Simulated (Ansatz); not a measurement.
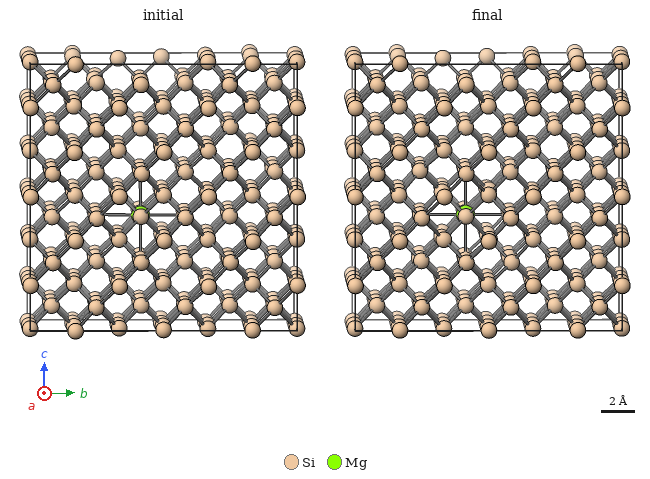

The structure of a defect cell of composition Si216Mg (cell charge −1) before (left) and after (right) a relaxation, at one scale.

A ball-and-stick model of the cell of the calculation (origin shifted), seen from a free direction.

These are results of Ansatz 0.2.0, DFT, PBEsol, PAW, plane waves, not measurements. Settings: plane-wave cutoff 420 eV; k-point mesh 1 × 1 × 1; mesh shifted by (0.25, 0.25, 0.25); collinear spin; atoms relaxed in a fixed cell; force threshold 0.03 eV/Å; at most 80 steps.

> What changed between the two?

A Si atom moves most: 0.20 Å roughly along [−1 1 1]. By element the largest moves are Si 0.20 Å, Mg 0.07 Å. The cell stays as it was. Near-neighbour distances that change, for instance: Mg–Si 2.302 → 2.509 Å, Mg–Si 2.318 → 2.501 Å, Mg–Si 2.356 → 2.508 Å, Si–Si 2.297 → 2.428 Å. Among the angles between lasting bonds that change: Si–Si–Si 108.9° → 115.2°, Si–Si–Si 108.1° → 114.1°, Si–Si–Si 109.9° → 115.3°. Over 3 geometry steps the energy falls by 2.529 eV per cell of the calculation. Largest force component: 2 eV/Å at the start, 0.012 eV/Å at the end. The program noted that the starting moments weren't kept.

Limits of the set-up: the cell is charged, on a uniform background, and energies carry no finite-size correction.
